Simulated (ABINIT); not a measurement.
# Phonons q calculation of Hf (part 2 of 2)

The same run, continued: Hf (2 atoms in the cell); Kohn-Sham DFT of a periodic cell, LDA, PseudoDojo NC SR LDA v0.4.1 standard, no spin polarisation (ABINIT 10.8.3); cutoff 707.5 eV, 12×12×6 k-mesh, Gaussian smearing of 0.2 eV. The structure derives from an entry of the Crystallography Open Database.

Geometry of the input (Å; fractional positions):
```
3.1967  0.0000  0.0000
-1.5983  2.7684  0.0000
0.0000  0.0000  5.0578
Hf 0.6667  0.3333  0.7500
Hf 0.3333  0.6667  0.2500
```

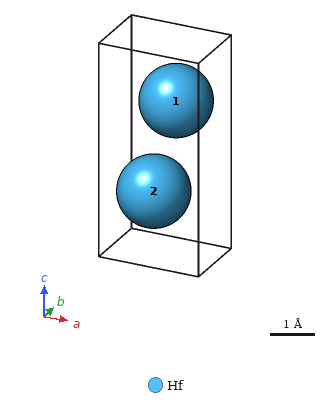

**Figure 1.** The structure (spheres-only view of the cell of the calculation, seen slightly off an axis; atoms are numbered from 1 in the order of the input). An atom can appear more than once, as a periodic image.

### The program's output, continued
```
 Exchange-correlation functional for the present dataset will be:
  LDA: Perdew-Wang 92 LSD fit to Ceperley-Alder data - ixc=7
  J.P.Perdew and Y.Wang, PRB 45, 13244 (1992)

 Real(R)+Recip(G) space primitive vectors, cartesian coordinates (Bohr,Bohr^-1):
 R(1)=  6.0408875  0.0000000  0.0000000  G(1)=  0.1655386  0.0955737  0.0000000
 R(2)= -3.0204438  5.2315620  0.0000000  G(2)=  0.0000000  0.1911475  0.0000000
 R(3)=  0.0000000  0.0000000  9.5578568  G(3)=  0.0000000  0.0000000  0.1046260
 Unit cell volume ucvol=  3.0205960E+02 bohr^3
 Angles (23,13,12)=  9.00000000E+01  9.00000000E+01  1.20000000E+02 degrees
 setup1 : take into account q-point for computing boxcut.

 getcut: wavevector=  0.5000  0.0000  0.0000  ngfft=  30  30  45
         ecut(hartree)=     26.000   => boxcut(ratio)=   2.00731
--------------------------------------------------------------------------------

 ==>  initialize data related to q vector <==

 The list of irreducible perturbations for this q vector is:
    1)    idir= 1    ipert=   1
    2)    idir= 2    ipert=   1
    3)    idir= 3    ipert=   1

================================================================================

 The perturbation idir=   1  ipert=   2 is
 symmetric of a previously calculated perturbation.
 So, its SCF calculation is not needed.

 The perturbation idir=   2  ipert=   2 is
 symmetric of a previously calculated perturbation.
 So, its SCF calculation is not needed.

 The perturbation idir=   3  ipert=   2 is
 symmetric of a previously calculated perturbation.
 So, its SCF calculation is not needed.

--------------------------------------------------------------------------------
 Perturbation wavevector (in red.coord.)   0.500000  0.000000  0.000000
 Perturbation : displacement of atom   1   along direction   1
 Found     2 symmetries that leave the perturbation invariant.
 symkpt : the number of k-points, thanks to the symmetries,
 is reduced to   576 .

--------------------------------------------------------------------------------

--------------------------------------------------------------------------------

 dfpt_looppert : total number of electrons, from k and k+q
  fully or partially occupied states are    2.400000E+01 and    2.400000E+01.
 Initialisation of the first-order wave-functions :
  ireadwf=   0

--- !BeginCycle
iteration_state: {dtset: 2, }
solver: {iscf: 7, nstep: 80, nline: 4, wfoptalg: 0, }
tolerances: {tolvrs: 1.00E-08, }
...

     iter   2DEtotal(Ha)        deltaE(Ha) residm    vres2
-ETOT  1   12.224002335181     -1.467E+03 2.656E+00 4.305E+04
 ETOT  2   18.340747833096      6.117E+00 5.563E-01 6.733E+04
 ETOT  3   3.2970745433545     -1.504E+01 4.263E-02 1.495E+03
 ETOT  4   2.9899588271583     -3.071E-01 2.679E-03 1.933E+02
 ETOT  5   2.9394819178417     -5.048E-02 1.860E-04 4.235E-01
 ETOT  6   2.9393528964531     -1.290E-04 2.350E-05 4.166E-03
 ETOT  7   2.9393509982110     -1.898E-06 1.386E-06 3.535E-05
 ETOT  8   2.9393509783454     -1.987E-08 2.716E-07 8.769E-07
 ETOT  9   2.9393509780675     -2.779E-10 2.494E-08 3.454E-08
 ETOT 10   2.9393509780809      1.342E-11 6.723E-09 2.832E-09

 At SCF step   10       vres2   =  2.83E-09 < tolvrs=  1.00E-08 =>converged.
================================================================================

 ----iterations are completed or convergence reached----

 Mean square residual over all n,k,spin=   48.531E-13; max=  67.231E-10

 2DEtotal=    0.2939350978E+01 Ha. Also 2DEtotal=    0.799838147771E+02 eV
    (2DErelax=   -1.4762456992E+03 Ha. 2DEnonrelax=    1.4791850502E+03 Ha)
    (  non-var. 2DEtotal :    2.9393490839E+00 Ha)

--------------------------------------------------------------------------------
 Perturbation wavevector (in red.coord.)   0.500000  0.000000  0.000000
 Perturbation : displacement of atom   1   along direction   2
 Found     2 symmetries that leave the perturbation invariant.
 symkpt : the number of k-points, thanks to the symmetries,
 is reduced to   576 .

--------------------------------------------------------------------------------

--------------------------------------------------------------------------------

 dfpt_looppert : total number of electrons, from k and k+q
  fully or partially occupied states are    2.400000E+01 and    2.400000E+01.
 Initialisation of the first-order wave-functions :
  ireadwf=   0

--- !BeginCycle
iteration_state: {dtset: 2, }
solver: {iscf: 7, nstep: 80, nline: 4, wfoptalg: 0, }
tolerances: {tolvrs: 1.00E-08, }
...

     iter   2DEtotal(Ha)        deltaE(Ha) residm    vres2
-ETOT  1   2.4206375821684     -1.292E+03 2.604E+00 9.182E+01
 ETOT  2   1.9414533945960     -4.792E-01 2.143E-01 1.119E+00
 ETOT  3   1.9401003344403     -1.353E-03 2.283E-03 9.054E-02
 ETOT  4   1.9400376221742     -6.271E-05 6.733E-04 5.140E-04
 ETOT  5   1.9400372268856     -3.953E-07 3.471E-05 1.862E-05
 ETOT  6   1.9400372312150      4.329E-09 6.320E-06 4.462E-05
 ETOT  7   1.9400372218883     -9.327E-09 6.162E-07 2.720E-06
 ETOT  8   1.9400372212671     -6.212E-10 1.207E-07 3.212E-08
 ETOT  9   1.9400372212856      1.842E-11 1.193E-08 8.924E-09

 At SCF step    9       vres2   =  8.92E-09 < tolvrs=  1.00E-08 =>converged.
================================================================================

 ----iterations are completed or convergence reached----

 Mean square residual over all n,k,spin=   10.345E-12; max=  11.934E-09

 2DEtotal=    0.1940037221E+01 Ha. Also 2DEtotal=    0.527911021600E+02 eV
    (2DErelax=   -1.2920311984E+03 Ha. 2DEnonrelax=    1.2939712357E+03 Ha)
    (  non-var. 2DEtotal :    1.9400395206E+00 Ha)

--------------------------------------------------------------------------------
 Perturbation wavevector (in red.coord.)   0.500000  0.000000  0.000000
 Perturbation : displacement of atom   1   along direction   3
 Found     2 symmetries that leave the perturbation invariant.
 symkpt : the number of k-points, thanks to the symmetries,
 is reduced to   468 .

--------------------------------------------------------------------------------

--------------------------------------------------------------------------------

 dfpt_looppert : total number of electrons, from k and k+q
  fully or partially occupied states are    2.400000E+01 and    2.400000E+01.
 Initialisation of the first-order wave-functions :
  ireadwf=   0

--- !BeginCycle
iteration_state: {dtset: 2, }
solver: {iscf: 7, nstep: 80, nline: 4, wfoptalg: 0, }
tolerances: {tolvrs: 1.00E-08, }
...

     iter   2DEtotal(Ha)        deltaE(Ha) residm    vres2
-ETOT  1   8.2583852663572     -3.337E+03 6.846E+00 5.954E+03
 ETOT  2   4.9391742905516     -3.319E+00 1.659E+00 3.899E+02
 ETOT  3   4.7843050061854     -1.549E-01 3.006E-02 1.330E+00
 ETOT  4   4.7836612730068     -6.437E-04 1.287E-02 3.139E-02
 ETOT  5   4.7836405432288     -2.073E-05 4.474E-04 2.113E-04
 ETOT  6   4.7836403995545     -1.437E-07 2.266E-04 3.816E-05
 ETOT  7   4.7836404067345      7.180E-09 9.068E-06 7.283E-05
 ETOT  8   4.7836403898866     -1.685E-08 4.855E-06 1.725E-06
 ETOT  9   4.7836403895842     -3.024E-10 2.127E-07 3.786E-07
 ETOT 10   4.7836403895924      8.185E-12 1.181E-07 2.421E-09

 At SCF step   10       vres2   =  2.42E-09 < tolvrs=  1.00E-08 =>converged.
================================================================================

 ----iterations are completed or convergence reached----

 Mean square residual over all n,k,spin=   28.429E-12; max=  11.815E-08

 2DEtotal=    0.4783640390E+01 Ha. Also 2DEtotal=    0.130169486303E+03 eV
    (2DErelax=   -3.3407341625E+03 Ha. 2DEnonrelax=    3.3455178029E+03 Ha)
    (  non-var. 2DEtotal :    4.7836336058E+00 Ha)

================================================================================

 ---- first-order wavefunction calculations are completed ----

 ==> Compute Derivative Database <==

  Dynamical matrix, in cartesian coordinates,
   if specified in the inputs, asr has been imposed
     j1       j2             matrix element
  dir pert dir pert     real part    imaginary part

   1    1   1    1         0.0805469513        -0.0000000098
   1    1   2    1         0.0158101599        -0.0000000056
   1    1   1    2        -0.0035102733         0.0000000000
   1    1   2    2         0.0149060417         0.0000000000

   2    1   1    1         0.0158101599        -0.0000000056
   2    1   2    1         0.0622909511        -0.0000000033
   2    1   1    2         0.0149060417         0.0000000000
   2    1   2    2        -0.0207222876         0.0000000000

   3    1   3    1         0.0523644889         0.0000000000
   3    1   3    2        -0.0255611888         0.0000000000

   1    2   1    1        -0.0035102733        -0.0000000000
   1    2   2    1         0.0149060417        -0.0000000000
   1    2   1    2         0.0805469513        -0.0000000098
   1    2   2    2         0.0158101599        -0.0000000056

   2    2   1    1         0.0149060417        -0.0000000000
   2    2   2    1        -0.0207222876        -0.0000000000
   2    2   1    2         0.0158101599        -0.0000000056
   2    2   2    2         0.0622909511        -0.0000000033

   3    2   3    1        -0.0255611888        -0.0000000000
   3    2   3    2         0.0523644889         0.0000000000

  Phonon wavevector (reduced coordinates) :  0.50000  0.00000  0.00000
 Phonon energies in Hartree :
   2.706559E-04  2.870167E-04  4.893880E-04  5.035202E-04  5.098528E-04
   5.396970E-04
 Phonon frequencies in cm-1    :
   5.940210E+01  6.299288E+01  1.074082E+02  1.105099E+02  1.118998E+02
   1.184498E+02

================================================================================
== DATASET  3 ==================================================================

--- !DatasetInfo
iteration_state: {dtset: 3, }
dimensions: {natom: 2, nkpt: 864, mband: 20, nsppol: 1, nspinor: 1, nspden: 1, mpw: 1924, }
cutoff_energies: {ecut:  26.0, pawecutdg:  -1.0, }
electrons: {nelect:   2.40000000E+01, charge:   0.00000000E+00, occopt:   7.00000000E+00, tsmear:   7.34986000E-03, }
meta: {optdriver: 1, rfphon: 1, }
...

 mkfilename : getwfk/=0, take file _WFK from output of DATASET   1.

 Exchange-correlation functional for the present dataset will be:
  LDA: Perdew-Wang 92 LSD fit to Ceperley-Alder data - ixc=7
  J.P.Perdew and Y.Wang, PRB 45, 13244 (1992)

 Real(R)+Recip(G) space primitive vectors, cartesian coordinates (Bohr,Bohr^-1):
 R(1)=  6.0408875  0.0000000  0.0000000  G(1)=  0.1655386  0.0955737  0.0000000
 R(2)= -3.0204438  5.2315620  0.0000000  G(2)=  0.0000000  0.1911475  0.0000000
 R(3)=  0.0000000  0.0000000  9.5578568  G(3)=  0.0000000  0.0000000  0.1046260
 Unit cell volume ucvol=  3.0205960E+02 bohr^3
 Angles (23,13,12)=  9.00000000E+01  9.00000000E+01  1.20000000E+02 degrees
 setup1 : take into account q-point for computing boxcut.

 getcut: wavevector=  0.3333  0.3333  0.0000  ngfft=  30  30  45
         ecut(hartree)=     26.000   => boxcut(ratio)=   2.00789
--------------------------------------------------------------------------------

 ==>  initialize data related to q vector <==

 The list of irreducible perturbations for this q vector is:
    1)    idir= 1    ipert=   1
    2)    idir= 3    ipert=   1

================================================================================

 The perturbation idir=   2  ipert=   1 is
 symmetric of a previously calculated perturbation.
 So, its SCF calculation is not needed.

 The perturbation idir=   1  ipert=   2 is
 symmetric of a previously calculated perturbation.
 So, its SCF calculation is not needed.

 The perturbation idir=   2  ipert=   2 is
 symmetric of a previously calculated perturbation.
 So, its SCF calculation is not needed.

 The perturbation idir=   3  ipert=   2 is
 symmetric of a previously calculated perturbation.
 So, its SCF calculation is not needed.

--------------------------------------------------------------------------------
 Perturbation wavevector (in red.coord.)   0.333333  0.333333  0.000000
 Perturbation : displacement of atom   1   along direction   1
 Found     2 symmetries that leave the perturbation invariant.
 symkpt : the number of k-points, thanks to the symmetries,
 is reduced to   576 .

--------------------------------------------------------------------------------

--------------------------------------------------------------------------------

 dfpt_looppert : total number of electrons, from k and k+q
  fully or partially occupied states are    2.400000E+01 and    2.400000E+01.
 Initialisation of the first-order wave-functions :
  ireadwf=   0

--- !BeginCycle
iteration_state: {dtset: 3, }
solver: {iscf: 7, nstep: 80, nline: 4, wfoptalg: 0, }
tolerances: {tolvrs: 1.00E-08, }
...

     iter   2DEtotal(Ha)        deltaE(Ha) residm    vres2
-ETOT  1   9.3309208699717     -1.413E+03 2.862E+00 2.183E+04
 ETOT  2   14.651747420269      5.321E+00 3.297E-01 3.939E+04
 ETOT  3   3.0741471298571     -1.158E+01 1.900E-02 1.906E+02
 ETOT  4   3.0088542674960     -6.529E-02 2.106E-03 3.716E-01
 ETOT  5   3.0087157556044     -1.385E-04 9.067E-05 4.772E-03
 ETOT  6   3.0087129408515     -2.815E-06 3.013E-05 1.105E-04
 ETOT  7   3.0087128937442     -4.711E-08 1.256E-06 5.732E-06
 ETOT  8   3.0087128958179      2.074E-09 4.576E-07 1.288E-05
 ETOT  9   3.0087128919571     -3.861E-09 1.991E-08 3.469E-08
 ETOT 10   3.0087128919543     -2.728E-12 7.445E-09 5.245E-11

 At SCF step   10       vres2   =  5.24E-11 < tolvrs=  1.00E-08 =>converged.
================================================================================

 ----iterations are completed or convergence reached----

 Mean square residual over all n,k,spin=   32.043E-13; max=  74.448E-10

 2DEtotal=    0.3008712892E+01 Ha. Also 2DEtotal=    0.818712486062E+02 eV
    (2DErelax=   -1.4190446364E+03 Ha. 2DEnonrelax=    1.4220533493E+03 Ha)
    (  non-var. 2DEtotal :    3.0087122085E+00 Ha)

--------------------------------------------------------------------------------
 Perturbation wavevector (in red.coord.)   0.333333  0.333333  0.000000
 Perturbation : displacement of atom   1   along direction   3
 The set of symmetries contains only one element for this perturbation.
 symkpt : not enough symmetry to change the number of k points.

--------------------------------------------------------------------------------

--------------------------------------------------------------------------------

 dfpt_looppert : total number of electrons, from k and k+q
  fully or partially occupied states are    2.400000E+01 and    2.400000E+01.
 Initialisation of the first-order wave-functions :
  ireadwf=   0

--- !BeginCycle
iteration_state: {dtset: 3, }
solver: {iscf: 7, nstep: 80, nline: 4, wfoptalg: 0, }
tolerances: {tolvrs: 1.00E-08, }
...

     iter   2DEtotal(Ha)        deltaE(Ha) residm    vres2
-ETOT  1   7.4791487040060     -3.315E+03 7.237E+00 2.991E+03
 ETOT  2   5.0192344945029     -2.460E+00 9.914E-01 1.697E+02
 ETOT  3   4.9390275738909     -8.021E-02 1.906E-02 7.004E-01
 ETOT  4   4.9386789549816     -3.486E-04 6.386E-03 1.694E-02
 ETOT  5   4.9386675005375     -1.145E-05 2.287E-04 2.702E-04
 ETOT  6   4.9386674209380     -7.960E-08 9.031E-05 2.499E-04
 ETOT  7   4.9386673557950     -6.514E-08 3.716E-06 3.337E-05
 ETOT  8   4.9386673458606     -9.934E-09 1.453E-06 3.469E-09

 At SCF step    8       vres2   =  3.47E-09 < tolvrs=  1.00E-08 =>converged.
================================================================================

 ----iterations are completed or convergence reached----

 Mean square residual over all n,k,spin=   97.204E-11; max=  14.532E-07

 2DEtotal=    0.4938667346E+01 Ha. Also 2DEtotal=    0.134387984689E+03 eV
    (2DErelax=   -3.3175171954E+03 Ha. 2DEnonrelax=    3.3224558628E+03 Ha)
    (  non-var. 2DEtotal :    4.9386416470E+00 Ha)

================================================================================

 ---- first-order wavefunction calculations are completed ----

 ==> Compute Derivative Database <==

  Dynamical matrix, in cartesian coordinates,
   if specified in the inputs, asr has been imposed
     j1       j2             matrix element
  dir pert dir pert     real part    imaginary part

   1    1   1    1         0.0824478103         0.0000000000
   1    1   2    1         0.0000000000        -0.0183179946
   1    1   1    2        -0.0078711659        -0.0136332592
   1    1   2    2         0.0136332593        -0.0078711659

   2    1   1    1         0.0000000000         0.0183179946
   2    1   2    1         0.0824478103         0.0000000000
   2    1   1    2         0.0136332593        -0.0078711659
   2    1   2    2         0.0078711659         0.0136332593

   3    1   3    1         0.0540612988         0.0000000000

   1    2   1    1        -0.0078711659         0.0136332592
   1    2   2    1         0.0136332593         0.0078711659
   1    2   1    2         0.0824478103         0.0000000000
   1    2   2    2         0.0000000000         0.0183179946

   2    2   1    1         0.0136332593         0.0078711659
   2    2   2    1         0.0078711659        -0.0136332593
   2    2   1    2         0.0000000000        -0.0183179946
   2    2   2    2         0.0824478103         0.0000000000

   3    2   3    2         0.0540612988         0.0000000000

  Phonon wavevector (reduced coordinates) :  0.33333  0.33333  0.00000
 Phonon energies in Hartree :
   4.076207E-04  4.076207E-04  4.439591E-04  4.439591E-04  4.614456E-04
   6.375461E-04
 Phonon frequencies in cm-1    :
   8.946241E+01  8.946241E+01  9.743777E+01  9.743777E+01  1.012756E+02
   1.399252E+02

== END DATASET(S) ==============================================================
================================================================================

 -outvars: echo values of variables after computation  --------
            acell      1.8897261259E+00  1.8897261259E+00  1.8897261259E+00 Bohr
           etotal1    -1.1289087208E+02
           etotal2     4.7836403896E+00
           etotal3     4.9386673459E+00
            fcart1     1.1143417338E-29 -1.9300964999E-29  2.8848190199E-26
                      -1.1143417338E-29  1.9300964999E-29 -2.8848190199E-26
            fcart2     0.0000000000E+00  0.0000000000E+00  0.0000000000E+00
                       0.0000000000E+00  0.0000000000E+00  0.0000000000E+00
            fcart3     0.0000000000E+00  0.0000000000E+00  0.0000000000E+00
                       0.0000000000E+00  0.0000000000E+00  0.0000000000E+00
            rprim      3.1967000000E+00  0.0000000000E+00  0.0000000000E+00
                      -1.5983500000E+00  2.7684234083E+00  0.0000000000E+00
                       0.0000000000E+00  0.0000000000E+00  5.0578000000E+00
           strten1     3.0016729276E-04  3.0016729257E-04  3.0866023652E-04
                       0.0000000000E+00  0.0000000000E+00  0.0000000000E+00
           strten2     0.0000000000E+00  0.0000000000E+00  0.0000000000E+00
                       0.0000000000E+00  0.0000000000E+00  0.0000000000E+00
           strten3     0.0000000000E+00  0.0000000000E+00  0.0000000000E+00
                       0.0000000000E+00  0.0000000000E+00  0.0000000000E+00
           xangst      1.5983500000E+00  9.2280780277E-01  3.7933500000E+00
                      -2.9415272168E-16  1.8456156055E+00  1.2644500000E+00
             xred      6.6666666667E-01  3.3333333333E-01  7.5000000000E-01
                       3.3333333333E-01  6.6666666667E-01  2.5000000000E-01
 Calculation completed.
```
